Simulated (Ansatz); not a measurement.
Geometry relaxation, with input and output: SiC

- system: SiC (F-43m, 2 atoms in the cell)
- method: DFT PBEsol, scalar-relativistic, plane waves, PAW, no spin polarisation (Ansatz 0.2.0)

The structure derives from an entry of the Crystallography Open Database. Figures and captions count atoms from 1; the log counts them from 0 in places.

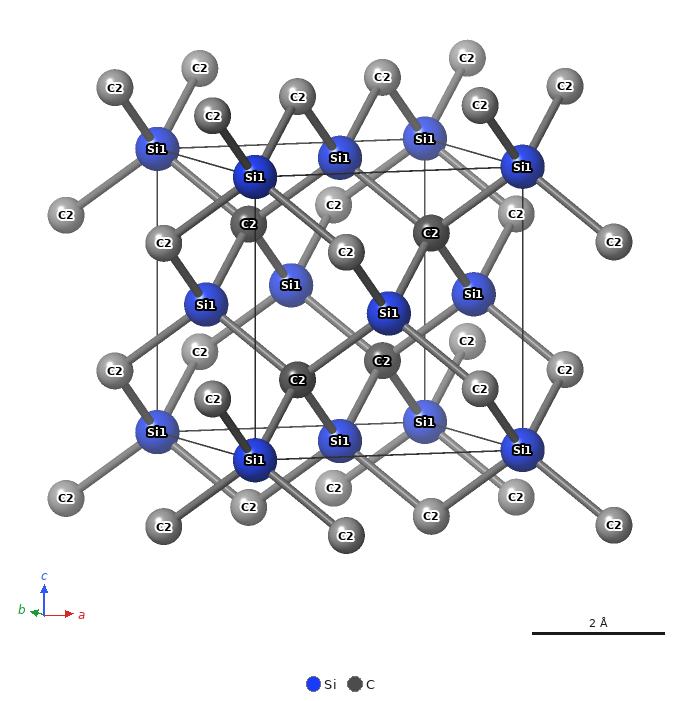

*The input geometry (ball-and-stick view of the cell 4 times as large as that of the calculation, set on its symmetry axes, seen slightly off an axis; neighbours outside the cell are drawn fainter; atoms are numbered from 1 in the order of the input). An atom can appear more than once, as a periodic image.*

Near neighbours in the periodic cell (some may lie outside the picture): Si has 4 C at 1.88 Å; C has 4 Si at 1.88 Å.

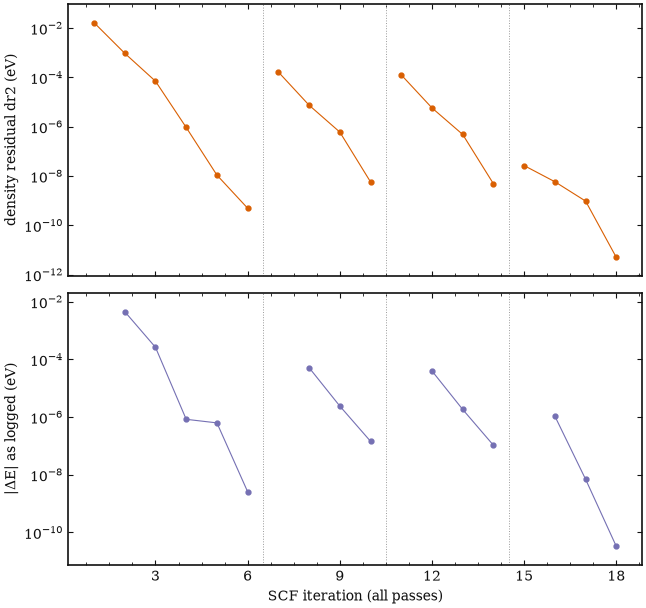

*Convergence of the self-consistent field: density residual dr2 and size of the energy change against the SCF iteration. The dotted lines part the SCF passes of the relaxation: geometry steps, rejected trials and re-solves on a re-selected basis.*

The passes take 6, 4, 4 and 4 iterations.

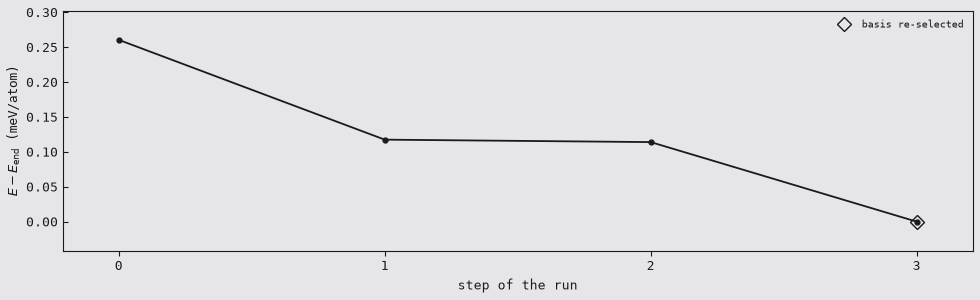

*Progress of the relaxation, step by step (the first geometry is step 0 here and step 1 in the log).*

After 2 geometry steps the energy has fallen by 0.1 meV per atom. All forces vanish by symmetry, so only the cell relaxes. Pressure: 1.36 GPa at the start and 0.02 GPa at the end. The atoms keep their places relative to the cell (all moves are under 0.005 Å). The volume changes by +0.6 %, with a = b = c 4.348 → 4.357 Å (+0.2 %). The space group stays F-43m (No. 216). A last SCF at the same geometry on a re-selected plane-wave basis shifts the energy by −0.1 meV per atom.

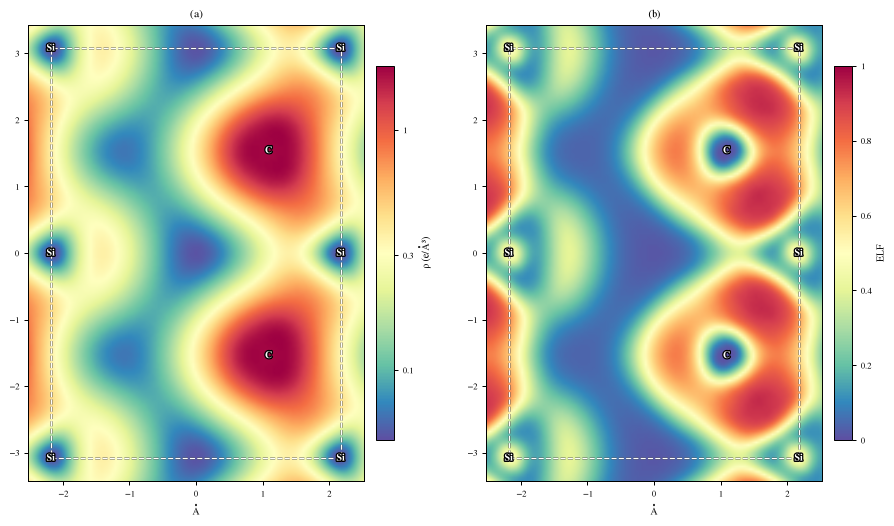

*(a) valence charge density (pseudo); (b) electron localisation function on the (011) plane of the conventional cell.*

Si–C (1.89 Å): the density is about 0.88 e/Å³ at the midpoint; the ELF peaks at about 0.95 between the atoms, which marks localised, shared-pair bonding. Away from the nuclei the density in this plane falls to 0.05 e/Å³ at its lowest. In a PAW calculation such maps are meaningful between the atoms, not at the nuclei.

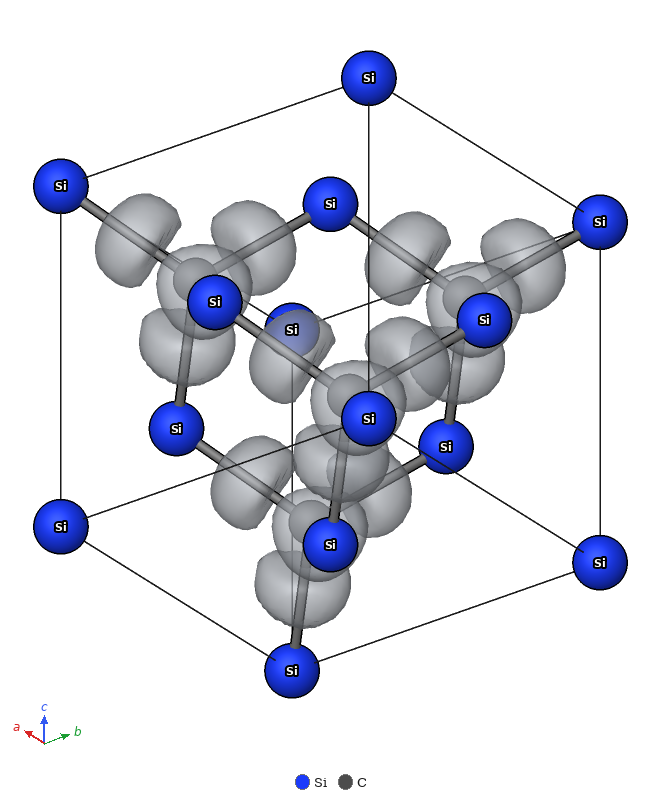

*Isosurface of the electron localisation function at 0.8 (grey), seen at an oblique angle. Only the valence region is drawn (cores and ρ < 0.01 e/Å³ removed). Sticks mark near contacts. The outline is the cell set on symmetry axes.*

The ELF exceeds this value in 16 regions between bonded C–Si atoms (shared pairs), counted in one cell of 8 atoms. Profiles from the grid: Si–C (1.89 Å): the ELF peaks at about 0.95 between the atoms (a covalent bond).

These pictures come from the run below.

**Input**
```yaml
crystal:
  lattice:
    - [0.0, 2.174, 2.174]
    - [2.174, 0.0, 2.174]
    - [2.174, 2.174, 0.0]
  atoms:
    - { symbol: Si, position: [0.0, 0.0, 0.0] }
    - { symbol: C, position: [0.75, 0.75, 0.75] }
basis:
  ecutwfc: 420
kpoints:
  mp_grid: { grid: [12, 12, 12] }
hamiltonian:
  xc: pbesol
scf:
  occupations: { method: gaussian, width: 0.02 }
output:
  forces: true
  stress: true
  eigenvalues: true
  write_density: true
  write_potential: true
  elf: true
  volumetric_format: npy
relax:
  adjacent_minimum: "off"
  f_tol: 0.005
  max_steps: 80
  cell: { stress_tol: 0.05 }
```

Command:
```bash
ansatz run input.yaml --threads 2 --pin off --max-ram 5120MiB --backend cpu --events-out ev --progress --plain --runs-dir out
```

**The program's output**
```
Engine: ansatz 0.2.0, x86_64-unknown-linux-gnu
Pseudopotentials: kind: paw
Pseudopotential: Si, paw, valence charge 4, recommended cutoff 420 eV (normal), Si.paw.azcp
Pseudopotential: C, paw, valence charge 4, recommended cutoff 420 eV (normal), C.paw.azcp
Functional definition: PBEsol
  exchange = pbesol_x
  correlation = pbesol_c
Crystal: 2 atoms, lattice volume = 20.550 Å³
Basis set: ecut = 420 eV, 411 PW (Γ), exchange–correlation on 48×48×48 points (8 copies of the dense FFT grid, shifted against one another)
Bands: 8, of which v1, the nominal top of the filled ones, is band 4 counted from 1 (3 counted from 0)
Symmetry: 24 space group operations
Space group: F-43m (ITA 216), of the structure as read, at distance tolerance 2.7e-5 Å
k-points: 72 of 1728 (time reversal used)
Non-local potential: Si, projectors of the file, l = 0: 2, l = 1: 2, l = 2: 2
Non-local potential: C, projectors of the file, l = 0: 2, l = 1: 2, l = 2: 1
PAW form: soft (Blöchl's): semilocal exchange-correlation on the pseudo side does not see the compensation charge
PAW frozen core: Si, regenerated for the run's functional, and the local potential with it (the file was generated under x = pbe(κ = 0.804, μ = 0.2195149727645171), c = pbe(β = 0.06672455060314922))
PAW frozen core: C, regenerated for the run's functional, and the local potential with it (the file was generated under x = pbe(κ = 0.804, μ = 0.2195149727645171), c = pbe(β = 0.06672455060314922))
PAW one-centre angular grid: Si, 110 points (default); XC on 64 Gauss nodes
PAW one-centre angular grid: C, 110 points (default); XC on 64 Gauss nodes
Initial density: superposition of atomic densities (neutral atoms: chi_scale 0, normalization atom), corrected by the library's trained network
Initial wavefunctions: pseudopotential atomic-orbital guess
Functional: x = pbesol(κ = 0.804, μ = 0.12345679012345678), c = pbesol(β = 0.046)
SCF iter   1: F=—  HF=-868.710425 eV  |F-HF|=—  |Δ(HF+E_count)|=         —  Δρ=8.20e-3  dr2=1.66e-2  ethr=1.77e-3  ⟨swp⟩=6.1  Hψ=4873  notcnv=0
preconditioner: auto → none  [insulator: Δε(μ)=1.133 eV  Ē_g=14.010 eV  σ=0.020 eV  W_gap=1.00  n_scr=0 (ndim 8)  ℏωp=23.2 eV  f_vac=0.000  D(μ)=0.00/eV (n_scr^D=0)  ε∞_Penn≈3.7]
SCF iter   2: F=—  HF=-868.705893 eV  |F-HF|=—  |Δ(HF+E_count)|=   4.53e-3  Δρ=2.38e-3  dr2=9.49e-4  ethr=2.07e-4  ⟨swp⟩=2.5  Hψ=1549  notcnv=0
SCF iter   3: F=—  HF=-868.705631 eV  |F-HF|=—  |Δ(HF+E_count)|=   2.62e-4  Δρ=7.38e-4  dr2=7.01e-5  ethr=1.19e-5  ⟨swp⟩=2.5  Hψ=1083  notcnv=0
SCF iter   4: F=—  HF=-868.705631 eV  |F-HF|=—  |Δ(HF+E_count)|=   8.34e-7  Δρ=1.02e-4  dr2=9.33e-7  ethr=8.77e-7  ⟨swp⟩=2.0  Hψ=864  notcnv=0
iter 5 did not close the SCF: its close was put off for the readings that it lacked (scf_convergence_deferred on its scf_iter line)
SCF iter   5: F=-868.705632 eV  HF=-868.705632 eV  |F-HF|=5.62e-9  |Δ(HF+E_count)|=   6.27e-7  Δρ=7.70e-6  dr2=1.09e-8  ethr=1.17e-8  ⟨swp⟩=2.1  Hψ=833  notcnv=0
SCF iter   6: F=-868.705632 eV  HF=-868.705632 eV  |F-HF|=4.96e-11  |Δ(HF+E_count)|=   2.56e-9  Δρ=1.92e-6  dr2=4.95e-10  ethr=1.37e-10  ⟨swp⟩=4.9  Hψ=2654  notcnv=0
SCF 1 converged in 6 iterations: F = -868.705632 eV  dr2 = 4.95e-10
  greatest PAW one-centre occupation: 0.644 electrons in one spin orbital (limit 2), on the C atom at site 1 (counted from 0), in its partial waves of l = 0
relax step   1: F+E_penalty+E_count = -868.70563212 eV  Δ(F+E_penalty+E_count) = +0.000e0 eV  max|allowed force component| = 4.256e-16 eV/Å  Δτ_max = 0.0000 Å  P = +1.363 GPa  Ω = 20.550 Å³  (6 SCF iters, dr2 threshold 1.00e-7 eV, accepted)
Crystal: 2 atoms, lattice volume = 20.615 Å³
Initial density: handed on by an earlier stage of this run
Initial wavefunctions: those handed on with the density
iter 1 solved again at ethr=2.10e-6 eV; its pass at ethr=3.10e-3 eV (dr2=1.68e-4 eV) is discarded
SCF iter   1: F=—  HF=-868.705972 eV  |F-HF|=—  |Δ(HF+E_count)|=         —  Δρ=8.06e-4  dr2=1.65e-4  ethr=2.10e-6  ⟨swp⟩=1.0  Hψ=4801  notcnv=0
preconditioner: auto → none  [insulator: Δε(μ)=1.230 eV  Ē_g=14.010 eV  σ=0.020 eV  W_gap=1.00  n_scr=0 (ndim 8)  ℏωp=23.1 eV  f_vac=0.000  D(μ)=0.00/eV (n_scr^D=0)  ε∞_Penn≈3.7]
SCF iter   2: F=—  HF=-868.705921 eV  |F-HF|=—  |Δ(HF+E_count)|=   5.15e-5  Δρ=2.05e-4  dr2=7.45e-6  ethr=2.06e-6  ⟨swp⟩=2.4  Hψ=834  notcnv=0
SCF iter   3: F=—  HF=-868.705918 eV  |F-HF|=—  |Δ(HF+E_count)|=   2.40e-6  Δρ=5.74e-5  dr2=6.05e-7  ethr=9.32e-8  ⟨swp⟩=2.6  Hψ=834  notcnv=0
SCF iter   4: F=-868.705918 eV  HF=-868.705918 eV  |F-HF|=1.95e-9  |Δ(HF+E_count)|=   1.44e-7  Δρ=6.84e-6  dr2=5.76e-9  ethr=2.50e-9  ⟨swp⟩=9.0  Hψ=4077  notcnv=0
SCF 2 converged in 4 iterations: F = -868.705918 eV  dr2 = 5.76e-9
  greatest PAW one-centre occupation: 0.643 electrons in one spin orbital (limit 2), on the C atom at site 1 (counted from 0), in its partial waves of l = 0
relax step   2: F+E_penalty+E_count = -868.70591804 eV  Δ(F+E_penalty+E_count) = -2.859e-4 eV  max|allowed force component| = 1.295e-16 eV/Å  Δτ_max = 0.0000 Å  P = +0.633 GPa  Ω = 20.615 Å³  energy of the carried Pulay correction = -1.225e-4 eV  (4 SCF iters, dr2 threshold 2.00e-7 eV, accepted)
Crystal: 2 atoms, lattice volume = 20.673 Å³
iter 1 solved again at ethr=1.60e-6 eV; its pass at ethr=3.10e-3 eV (dr2=1.28e-4 eV) is discarded
SCF iter   1: F=—  HF=-868.705967 eV  |F-HF|=—  |Δ(HF+E_count)|=         —  Δρ=7.01e-4  dr2=1.26e-4  ethr=1.60e-6  ⟨swp⟩=1.0  Hψ=4797  notcnv=0
preconditioner: auto → none  [insulator: Δε(μ)=1.234 eV  Ē_g=13.985 eV  σ=0.020 eV  W_gap=1.00  n_scr=0 (ndim 8)  ℏωp=23.1 eV  f_vac=0.000  D(μ)=0.00/eV (n_scr^D=0)  ε∞_Penn≈3.7]
SCF iter   2: F=—  HF=-868.705927 eV  |F-HF|=—  |Δ(HF+E_count)|=   3.96e-5  Δρ=1.81e-4  dr2=5.78e-6  ethr=1.57e-6  ⟨swp⟩=2.4  Hψ=834  notcnv=0
SCF iter   3: F=—  HF=-868.705925 eV  |F-HF|=—  |Δ(HF+E_count)|=   1.83e-6  Δρ=5.14e-5  dr2=4.84e-7  ethr=7.23e-8  ⟨swp⟩=2.6  Hψ=836  notcnv=0
SCF iter   4: F=-868.705925 eV  HF=-868.705925 eV  |F-HF|=1.76e-9  |Δ(HF+E_count)|=   1.05e-7  Δρ=6.28e-6  dr2=4.85e-9  ethr=2.50e-9  ⟨swp⟩=9.0  Hψ=3877  notcnv=0
SCF 3 converged in 4 iterations: F = -868.705925 eV  dr2 = 4.85e-9
relax step   3: F+E_penalty+E_count = -868.70592527 eV  Δ(F+E_penalty+E_count) = -7.235e-6 eV  max|allowed force component| = 1.758e-16 eV/Å  Δτ_max = 0.0000 Å  P = +0.005 GPa  Ω = 20.673 Å³  energy of the carried Pulay correction = -2.293e-4 eV  (4 SCF iters, dr2 threshold 2.00e-7 eV, accepted)
Initial wavefunctions: pseudopotential atomic-orbital guess (no wavefunctions were taken with the density)
iter 1 solved again at ethr=1.28e-7 eV; its pass at ethr=3.10e-3 eV (dr2=1.02e-5 eV) is discarded
SCF iter   1: F=—  HF=-868.706154 eV  |F-HF|=—  |Δ(HF+E_count)|=         —  Δρ=2.61e-5  dr2=2.65e-8  ethr=1.28e-7  ⟨swp⟩=3.0  Hψ=6437  notcnv=0
preconditioner: auto → none  [insulator: Δε(μ)=1.243 eV  Ē_g=13.988 eV  σ=0.020 eV  W_gap=1.00  n_scr=0 (ndim 8)  ℏωp=23.1 eV  f_vac=0.000  D(μ)=0.00/eV (n_scr^D=0)  ε∞_Penn≈3.7]
SCF iter   2: F=—  HF=-868.706153 eV  |F-HF|=—  |Δ(HF+E_count)|=   1.07e-6  Δρ=1.25e-5  dr2=5.86e-9  ethr=3.32e-10  ⟨swp⟩=2.3  Hψ=832  notcnv=0
SCF iter   3: F=—  HF=-868.706153 eV  |F-HF|=—  |Δ(HF+E_count)|=   6.93e-9  Δρ=2.92e-6  dr2=9.61e-10  ethr=7.33e-11  ⟨swp⟩=2.0  Hψ=864  notcnv=0
SCF iter   4: F=-868.706153 eV  HF=-868.706153 eV  |F-HF|=5.23e-12  |Δ(HF+E_count)|=  3.26e-11  Δρ=2.99e-7  dr2=5.00e-12  ethr=1.00e-12  ⟨swp⟩=4.1  Hψ=2558  notcnv=0
SCF 4 converged in 4 iterations: F = -868.706153 eV  dr2 = 5.00e-12
relax step   4: F+E_penalty+E_count = -868.70615291 eV  Δ(F+E_penalty+E_count) = -2.276e-4 eV  max|allowed force component| = 1.573e-16 eV/Å  Δτ_max = 0.0000 Å  P = +0.024 GPa  Ω = 20.673 Å³  stress off target by 2.45e-2 GPa  SCF on the basis re-selected at this cell (its energy is not comparable with the rows above)  (4 SCF iters)
basis re-selected at this cell: Δ(F+E_penalty+E_count) = -2.276e-4 eV, ΔP = +0.019 GPa vs the last step (what re-selecting the basis moved, of the pressure what is left beyond the Pulay correction that the steps carried, after the strain that the cell walked since its last selection, with what the two solves' SCF thresholds leave and, on support functions, any second-order correction that the steps lacked; it is no measure of the basis error at this ecutwfc). This SCF's stress stands 2.45e-2 GPa from its target on what of the cell is left free (relax.cell.stress_tol is 5.00e-2 GPa) and its largest allowed force component is 1.57e-16 eV/Å (relax.f_tol is 5.00e-3 eV/Å): within both
SCF converged after 4 iterations
Free energy (F): -868.706153 eV
Harris-Foulkes:  -868.706153 eV  (|F-HF|=5.23e-12)
Internal energy: -868.706153 eV  (E = F + TS)
E sigma→0 (E₀):  -868.706153 eV
Fermi energy:    10.051348 eV
--- Per-component energies (eV) ---
  E_band       = 28.144780
  E_kinetic    = 135.299817
  E_local      = -103.733552  (includes V_loc(G=0)·N_el)
  E_nonlocal   = 51.991977
  E_hartree    = 31.525408
  E_xc         = -104.625661
  E_vxc        = -109.155344  (∫ρ·V_xc dr)
  E_paw        = -594.345121  (= ΣΔE_a)
  E_vpaw       = -9.308957  (= ΣTr[D̂ρ^β])
  E_aug_tail   = 0.000015  (compensation charges beyond the density's cutoff)
  E_ewald      = -284.871697
  E_core_change = 0.052661  (= ΣΔE_core)
  E_smearing   = -0.000000  (= −TS)
  E_closure    = -0.000000  (closes the sum)
  Σ components = -868.706153   (vs F -868.706153, Δ=0.00e0)
--- Forces (eV/Å), atoms counted from 1 ---
  atom   1  Si     0.00000000     0.00000000     0.00000000
  atom   2  C     -0.00000000    -0.00000000    -0.00000000
  max |Σ_I F_I| component: 7.40e-17 eV/Å
--- Stress (GPa, compression-positive) ---
        0.024459       0.000000       0.000000
        0.000000       0.024459       0.000000
        0.000000       0.000000       0.024459
  P = ⅓ Tr σ = 0.0245 GPa (0.245 kbar)
--- Band table (eV; the first three rows and the last of 72) ---
  k-point 0: bands = ["-5.9986", "9.4298", "9.4298", "9.4298", "15.6079", "16.6790", "16.6790", "16.6790"]
  k-point 1: bands = ["-5.8621", "8.6983", "9.3341", "9.3341", "15.8440", "16.8335", "16.8555", "16.8555"]
  k-point 2: bands = ["-5.4566", "7.0456", "9.0977", "9.0977", "15.7090", "17.1974", "17.1974", "17.7216"]
  k-point 71: bands = ["-0.6872", "2.3871", "4.3774", "4.6831", "14.5512", "18.8010", "18.8519", "19.0614"]
--- Relaxed structure (3 steps of the walk, 3 accepted, 1 SCFs on fresh bases) ---
  F+E_penalty+E_count = -868.70615291 eV   max|allowed force component| = 1.573e-16 eV/Å   (the final SCF, on the basis selected at the relaxed cell)
  cell:  # Å, volume = 20.6728 Å³
    - [5.095372032895589e-35, 2.1783275172577556, 2.1783275172577556]
    - [2.1783275172577556, 2.0572564582815947e-33, 2.1783275172577556]
    - [2.1783275172577556, 2.1783275172577556, 2.0063027379526388e-33]
  atoms:
    - { symbol: Si, position: [5.398406439102905e-34, -3.017570778780598e-34, -4.364865377257563e-34] }
    - { symbol: C, position: [0.75, 0.75, 0.75] }
```

**Trajectory as extended XYZ (Å, eV, eV/Å), 4 frames, from step=1 to step=4**
```
2
Lattice="0.0000 2.1740 2.1740 2.1740 0.0000 2.1740 2.1740 2.1740 0.0000" Properties=species:S:1:pos:R:3:forces:R:3 step=1 energy=-868.70563 pressure_GPa=1.36
Si    0.0000    0.0000    0.0000    0.0000   0.0000   0.0000
C     3.2610    3.2610    3.2610    0.0000   0.0000   0.0000
2
Lattice="0.0000 2.1763 2.1763 2.1763 0.0000 2.1763 2.1763 2.1763 0.0000" Properties=species:S:1:pos:R:3:forces:R:3 step=2 energy=-868.70592 pressure_GPa=0.63
Si    0.0000    0.0000    0.0000    0.0000   0.0000   0.0000
C     3.2645    3.2645    3.2645    0.0000   0.0000   0.0000
2
Lattice="0.0000 2.1783 2.1783 2.1783 0.0000 2.1783 2.1783 2.1783 0.0000" Properties=species:S:1:pos:R:3:forces:R:3 step=3 energy=-868.70592 pressure_GPa=0.01
Si    0.0000    0.0000    0.0000    0.0000   0.0000   0.0000
C     3.2675    3.2675    3.2675    0.0000   0.0000   0.0000
2
Lattice="0.0000 2.1783 2.1783 2.1783 0.0000 2.1783 2.1783 2.1783 0.0000" Properties=species:S:1:pos:R:3:forces:R:3 step=4 energy=-868.70615 pressure_GPa=0.02
Si    0.0000    0.0000    0.0000    0.0000   0.0000   0.0000
C     3.2675    3.2675    3.2675    0.0000   0.0000   0.0000
```

**Results in brief**

| quantity | value |
| --- | --- |
| outcome | converged |
| space group (tolerance 0.01 Å) | F-43m (216) |
| electrons treated | 8 |
| free energy | −868.7062 eV |
| Fermi energy | 10.051 eV |
| gap on the k-point mesh | 1.24 eV |
| pressure | 0.02 GPa |
| final volume | 20.67 Å³ |
| largest force (length of the vector) at the end | under 0.001 eV/Å |
| final cell | a = 3.081 Å, b = 3.081 Å, c = 3.081 Å, α = 60.00°, β = 60.00°, γ = 60.00° |
| hardware | 2 threads of Intel Xeon @ 2.90GHz (Ice Lake), 192 GiB of memory available, shared host |
| wall time | 4.2 s (CPU time 7.8 s) |
| peak memory | 0.36 GiB |
